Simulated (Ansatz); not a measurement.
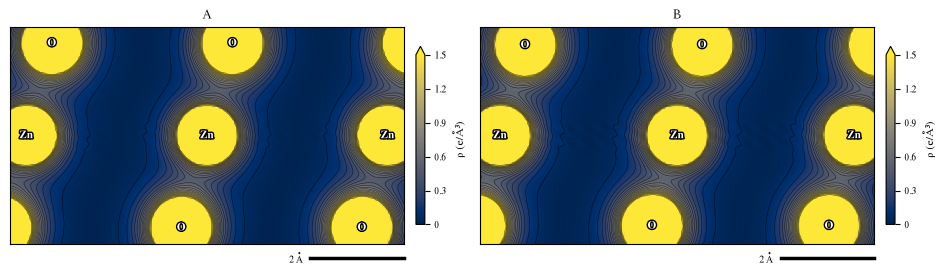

ZnO. The valence electron density of two cells that differ in size, on the (011̄) plane of each (indices in the axes of the calculation cell), at one length scale and on one colour scale: A has 14.9 Å³ an atom and B 14.1.

All numbers below come from Kohn-Sham DFT of a periodic cell, PBE, Ansatz PAW (Ansatz).

Core electrons are frozen (PAW), and the valence fields are smoothed inside the atomic spheres.

The larger cell:

```
CELL_PARAMETERS angstrom
1.45209 -3.57349 0.00000
1.45209 3.57349 0.00000
0.00000 0.00000 2.87584
ATOMIC_POSITIONS crystal
Zn 0.00000 0.00000 0.00000
O 0.50000 0.50000 0.50000
```

The smaller cell: a = 3.782 Å, b = 3.782 Å, c = 2.819 Å, α = 90.00°, β = 90.00°, γ = 135.77°.

Q: What does the compression do to the bonding and the properties?

A: From the larger cell to the smaller, Zn–O goes from 2.04 to 2.00 Å, and the density at its midpoint from 0.5 to 0.55 e/Å³; the pressure goes from −3.9 to 2.3 GPa.
